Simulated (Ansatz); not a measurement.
# Single-point calculation, with input and output: Al3GaN4

- system: Al3GaN4 (Cm, 8 atoms in the cell)
- method: DFT PBEsol, scalar-relativistic, plane waves, PAW, no spin polarisation (Ansatz 0.2.0)

The structure derives from a Materials Project entry. It belongs to a series of runs on one base structure; here: atom 4 (Ga) moved -0.200 A along Cartesian [1 1 0]. Figures and captions count atoms from 1; the log counts them from 0 in places.

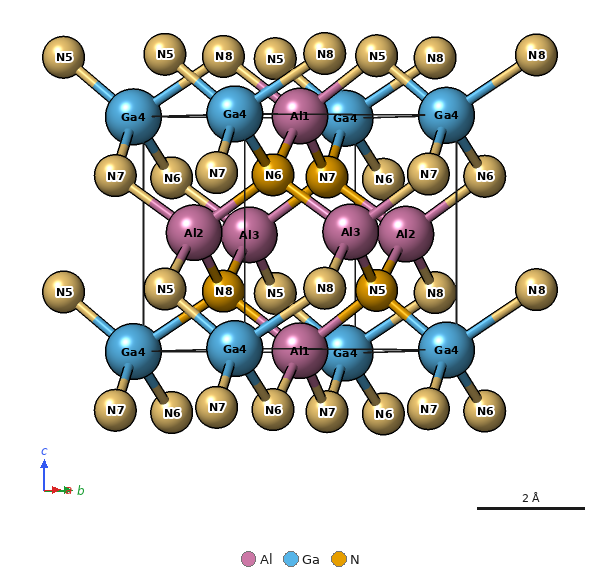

Fig. 1: The structure as given in the input (ball-and-stick view of the cell of the calculation, seen at an oblique angle; neighbours outside the cell are drawn fainter; atoms are numbered from 1 in the order of the input). An atom can appear more than once, as a periodic image.

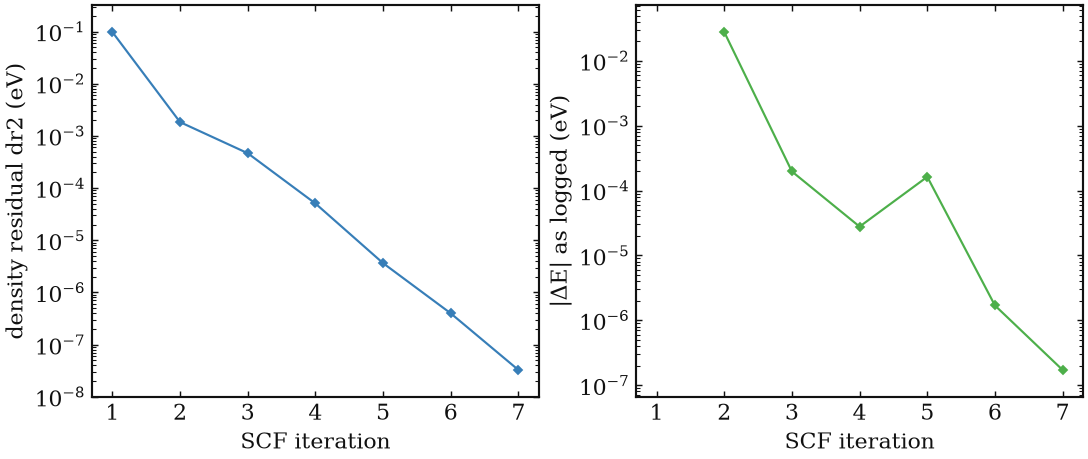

Fig. 2: Convergence of the self-consistent field: density residual dr2 and size of the energy change against the SCF iteration. The residual falls at every step.

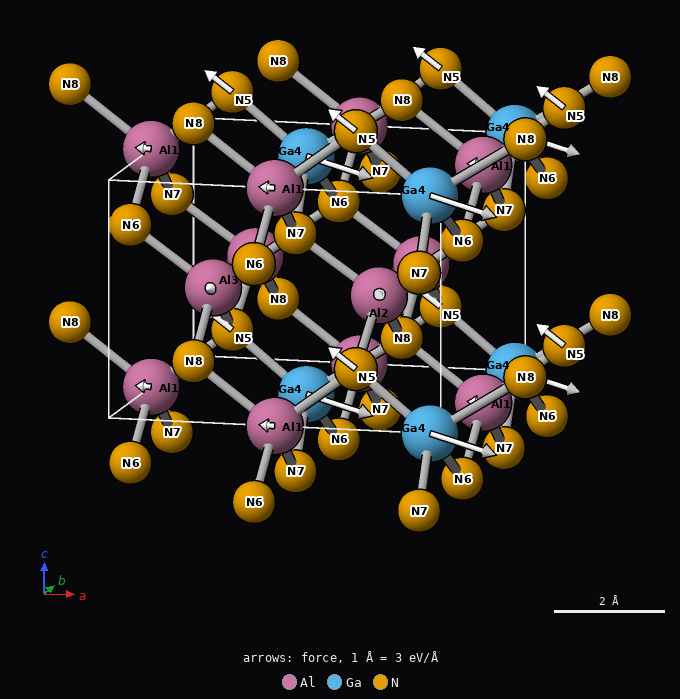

Fig. 3: Forces on the atoms as white arrows (ball-and-stick view of the cell 2 times as large as that of the calculation, set on its symmetry axes, seen slightly off an axis; bonded neighbours outside the cell are drawn too; atoms are numbered from 1 in the order of the input); the smallest are left out. The largest act on Ga4 (3.95 eV/Å); N5 (2.09 eV/Å). The geometry is not a stationary point of this energy.

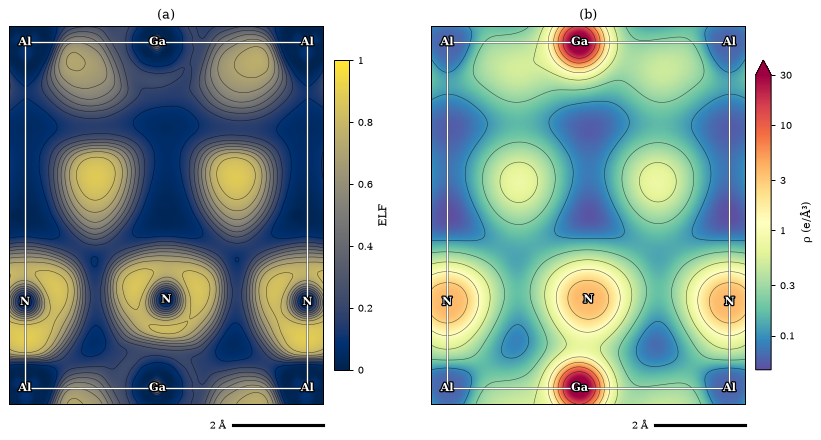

Fig. 4: (a) ELF; (b) valence electron density on the (011) plane of the conventional cell. The section cuts through Al, Ga and N sites. Al–N (1.90 Å): ρ at the midpoint is about 0.68 e/Å³; the ELF peaks at about 0.90 between the atoms (a polar covalent bond). Ga–N (1.96 Å): ρ is about 0.72 e/Å³ halfway; the ELF is about 0.45 at the midpoint. Away from the nuclei the density in this plane falls to 0.05 e/Å³ at its lowest. The fields are those of the smooth PAW valence density.

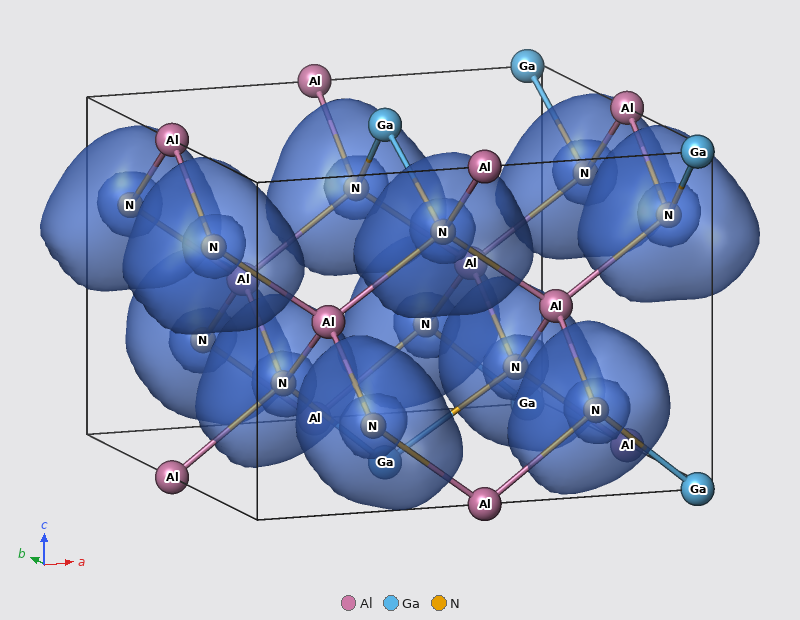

Fig. 5: Isosurface of the ELF at 0.65 (blue), seen slightly off an axis. Only the valence region is drawn (cores and ρ < 0.01 e/Å³ removed). Sticks mark near contacts. The outline is the cell set on symmetry axes. Along the contacts the grid gives the following. Ga–N (1.79 Å): the ELF is about 0.50 at the midpoint. Al–N (1.90 Å): the ELF peaks at about 0.90 between the atoms, which marks a polar covalent bond.

The input and output of the run follow.

## The input
```yaml
crystal:
  lattice:
    - [4.406994839, 0.0, 0.0]
    - [0.0, 4.406994839, 0.0]
    - [0.0, 0.0, 4.406994839]
  atoms:
    - { symbol: Al, position: [0.5, 0.5, 0.0] }
    - { symbol: Al, position: [0.5, 0.0, 0.5] }
    - { symbol: Al, position: [0.0, 0.5, 0.5] }
    - { symbol: Ga, position: [-0.0320902024, -0.0320902024, 0.0] }
    - { symbol: "N", position: [0.7447077168, 0.7447077168, 0.2552922832] }
    - { symbol: "N", position: [0.7447077168, 0.2552922832, 0.7447077168] }
    - { symbol: "N", position: [0.2552922832, 0.7447077168, 0.7447077168] }
    - { symbol: "N", position: [0.2552922832, 0.2552922832, 0.2552922832] }
basis:
  ecutwfc: 420
kpoints:
  mp_grid: { grid: [6, 6, 6] }
hamiltonian:
  xc: pbesol
scf:
  occupations: { method: gaussian, width: 0.05 }
output:
  forces: true
  stress: true
  eigenvalues: true
  write_density: true
  write_potential: true
  elf: true
  volumetric_format: npy
```

Command:
```bash
ansatz run input.yaml --threads 2 --pin off --max-ram 5120MiB --backend cpu --events-out ev --progress --plain --runs-dir out
```

## What the program printed
```
Engine: ansatz 0.2.0, x86_64-unknown-linux-gnu
Pseudopotentials: kind: paw
Pseudopotential: Al, paw, valence charge 3, recommended cutoff 420 eV (normal), Al.paw.azcp
Pseudopotential: Ga, paw, valence charge 13, recommended cutoff 420 eV (normal), Ga.paw.azcp
Pseudopotential: N, paw, valence charge 5, recommended cutoff 420 eV (normal), N.paw.azcp
Functional definition: PBEsol
  exchange = pbesol_x
  correlation = pbesol_c
Crystal: 8 atoms, lattice volume = 85.591 Å³
Basis set: ecut = 420 eV, 1743 PW (Γ), exchange–correlation on 60×60×60 points (8 copies of the dense FFT grid, shifted against one another)
Bands: 29, of which v1, the nominal top of the filled ones, is band 21 counted from 1 (20 counted from 0)
Symmetry: 2 space group operations
Space group: Cm (ITA 8), of the structure as read, at distance tolerance 4.4e-5 Å
k-points: 68 of 216 (time reversal used)
Non-local potential: Al, projectors of the file, l = 0: 2, l = 1: 2, l = 2: 1
Non-local potential: Ga, projectors of the file, l = 0: 2, l = 1: 2, l = 2: 3, l = 3: 1
Non-local potential: N, projectors of the file, l = 0: 2, l = 1: 2, l = 2: 1
PAW form: soft (Blöchl's): semilocal exchange-correlation on the pseudo side does not see the compensation charge
PAW frozen core: Al, regenerated for the run's functional, and the local potential with it (the file was generated under x = pbe(κ = 0.804, μ = 0.2195149727645171), c = pbe(β = 0.06672455060314922))
PAW frozen core: Ga, regenerated for the run's functional, and the local potential with it (the file was generated under x = pbe(κ = 0.804, μ = 0.2195149727645171), c = pbe(β = 0.06672455060314922))
PAW frozen core: N, regenerated for the run's functional, and the local potential with it (the file was generated under x = pbe(κ = 0.804, μ = 0.2195149727645171), c = pbe(β = 0.06672455060314922))
PAW one-centre angular grid: Al, 110 points (default); XC on 64 Gauss nodes
PAW one-centre angular grid: Ga, 590 points (default); XC on 64 Gauss nodes
PAW one-centre angular grid: N, 110 points (default); XC on 64 Gauss nodes
Initial density: superposition of atomic densities (neutral atoms: chi_scale 0, normalization atom), corrected by the library's trained network
Initial wavefunctions: pseudopotential atomic-orbital guess
Functional: x = pbesol(κ = 0.804, μ = 0.12345679012345678), c = pbesol(β = 0.046)
SCF iter   1: F=—  HF=-6840.229837 eV  |F-HF|=—  |Δ(HF+E_count)|=         —  Δρ=1.06e-2  dr2=9.81e-2  ethr=1.77e-3  ⟨swp⟩=6.9  Hψ=9991  notcnv=0
preconditioner: auto → Resta (q_TF=auto, 2.423 Å⁻¹)  ε∞=4.2  [insulator: Δε(μ)=2.339 eV  Ē_g=14.607 eV  σ=0.050 eV  W_gap=1.00  n_scr=18 (ndim 8)  ℏωp=26.0 eV  f_vac=0.000  D(μ)=0.00/eV (n_scr^D=0)  ε∞_Penn≈4.2]
SCF iter   2: F=—  HF=-6840.201974 eV  |F-HF|=—  |Δ(HF+E_count)|=   2.79e-2  Δρ=1.65e-3  dr2=1.84e-3  ethr=2.34e-4  ⟨swp⟩=2.3  Hψ=3604  notcnv=0  defer=246
SCF iter   3: F=—  HF=-6840.201778 eV  |F-HF|=—  |Δ(HF+E_count)|=   1.97e-4  Δρ=8.50e-4  dr2=4.66e-4  ethr=4.39e-6  ⟨swp⟩=1.8  Hψ=2279  notcnv=0  defer=246
SCF iter   4: F=—  HF=-6840.201750 eV  |F-HF|=—  |Δ(HF+E_count)|=   2.78e-5  Δρ=2.43e-4  dr2=5.07e-5  ethr=1.11e-6  ⟨swp⟩=2.6  Hψ=3186  notcnv=0  defer=246
SCF iter   5: F=—  HF=-6840.201587 eV  |F-HF|=—  |Δ(HF+E_count)|=   1.63e-4  Δρ=8.05e-5  dr2=3.64e-6  ethr=1.21e-7  ⟨swp⟩=2.0  Hψ=3140  notcnv=0  defer=246
SCF iter   6: F=—  HF=-6840.201589 eV  |F-HF|=—  |Δ(HF+E_count)|=   1.69e-6  Δρ=2.23e-5  dr2=3.97e-7  ethr=8.66e-9  ⟨swp⟩=2.8  Hψ=3204  notcnv=0  defer=246
SCF iter   7: F=-6840.201588 eV  HF=-6840.201588 eV  |F-HF|=1.72e-8  |Δ(HF+E_count)|=   1.71e-7  Δρ=6.61e-6  dr2=3.26e-8  ethr=2.38e-10  ⟨swp⟩=13.0  Hψ=13677  notcnv=0
SCF 1 converged in 7 iterations: F = -6840.201588 eV  dr2 = 3.26e-8
  Residual-converged pass: ⟨swp⟩=1.0  Hψ=2245  notcnv=0  max |occ|·‖R‖ = 7.0e-9 eV (tolerance 1.0e-8 eV)  dr2=3.26e-8  dr2_onsite=6.35e-9  max |Δocc| = 5.4e-276
  greatest PAW one-centre occupation: 0.996 electrons in one spin orbital (limit 2), on the Ga atom at site 3 (counted from 0), in its partial waves of l = 2
SCF converged after 7 iterations
Free energy (F): -6840.201588 eV
Harris-Foulkes:  -6840.201588 eV  (|F-HF|=1.72e-8)
Internal energy: -6840.201588 eV  (E = F + TS)
E sigma→0 (E₀):  -6840.201588 eV
Fermi energy:    8.943018 eV
--- Per-component energies (eV) ---
  E_band       = 20.024174
  E_kinetic    = 722.835219
  E_local      = -3077.643700  (includes V_loc(G=0)·N_el)
  E_nonlocal   = 642.444062
  E_hartree    = 1347.351720
  E_xc         = -429.759177
  E_vxc        = -456.219241  (∫ρ·V_xc dr)
  E_paw        = -3808.717758  (= ΣΔE_a)
  E_vpaw       = -506.090709  (= ΣTr[D̂ρ^β])
  E_aug_tail   = 0.000261  (compensation charges beyond the density's cutoff)
  E_ewald      = -2237.745006
  E_core_change = 1.032790  (= ΣΔE_core)
  E_smearing   = -0.000000  (= −TS)
  E_closure    = -0.000000  (closes the sum)
  Σ components = -6840.201588   (vs F -6840.201588, Δ=0.00e0)
--- Forces (eV/Å), atoms counted from 1 ---
  atom   1  Al    -0.66884665    -0.66884665     0.02810744
  atom   2  Al    -0.65066374     0.47919475    -0.01213761
  atom   3  Al     0.47919475    -0.65066374    -0.01213761
  atom   4  Ga     2.69196061     2.69196061    -1.05369421
  atom   5  N     -1.19607822    -1.19607822     1.23490040
  atom   6  N     -0.06414631    -0.16445771     0.05508968
  atom   7  N     -0.16445771    -0.06414631     0.05508968
  atom   8  N     -0.42700105    -0.42700105    -0.29521928
  max |Σ_I F_I| component: 3.83e-5 eV/Å
--- Stress (GPa, compression-positive) ---
        0.935476       1.541725      -2.690641
        1.541725       0.935476      -2.690641
       -2.690641      -2.690641       2.180325
  P = ⅓ Tr σ = 1.3504 GPa (13.504 kbar)
--- Band table (eV; the first three rows and the last of 68) ---
  k-point 0: bands = ["-7.8096", "-6.3574", "-5.9676", "-5.6835", "-5.2934", "-5.2900", "-4.2146", "-4.2120", "-4.1412", "1.7287", "2.5614", "2.5909", "5.3308", "5.3720", "5.4637", "5.5428", "5.6570", "5.6871", "7.4194", "7.5406", "7.7079", "10.1781", "10.8487", "10.9096", "11.4175", "14.3943", "15.9458", "16.0290", "19.3379"]
  k-point 1: bands = ["-7.6953", "-6.3885", "-5.9747", "-5.6902", "-5.2886", "-5.2883", "-4.4313", "-4.1888", "-4.1224", "1.9505", "2.6957", "2.8104", "5.0702", "5.1623", "5.1930", "5.2853", "5.6939", "5.7192", "6.9312", "7.3941", "7.4542", "10.6734", "11.4459", "11.4833", "11.9820", "14.7794", "16.3211", "16.3893", "18.8785"]
  k-point 2: bands = ["-7.3946", "-6.5025", "-5.9886", "-5.7116", "-5.2860", "-5.2736", "-4.8725", "-4.1371", "-4.0714", "2.4604", "3.0733", "3.4008", "4.3893", "4.5509", "4.7217", "4.8448", "5.8270", "5.9804", "6.0454", "6.9956", "7.0360", "11.7904", "12.5810", "12.7540", "13.1679", "15.5264", "17.0892", "17.4603", "18.0177"]
  k-point 67: bands = ["-6.9679", "-6.2883", "-6.1341", "-5.3987", "-5.2547", "-5.2527", "-4.4978", "-4.4827", "-4.4490", "0.6783", "1.3795", "1.4850", "1.8076", "6.5026", "6.6150", "6.7494", "6.7635", "7.0089", "7.0832", "7.2273", "7.6223", "12.9410", "14.3252", "14.3480", "14.4217", "16.4556", "16.9520", "17.0913", "17.5141"]
```

## Results in brief

| quantity | value |
| --- | --- |
| outcome | converged |
| space group (tolerance 0.01 Å) | Cm (8) |
| electrons treated | 42 |
| free energy | −6840.2016 eV |
| Fermi energy | 8.943 eV |
| gap on the k-point mesh | 2.47 eV |
| pressure | 1.35 GPa |
| largest force (length of the vector) | 3.950 eV/Å |
| hardware | 2 threads of Intel Xeon @ 2.90GHz (Ice Lake), 192 GiB of memory available, shared host |
| wall time | 15 s (CPU time 28 s) |
| peak memory | 0.46 GiB |
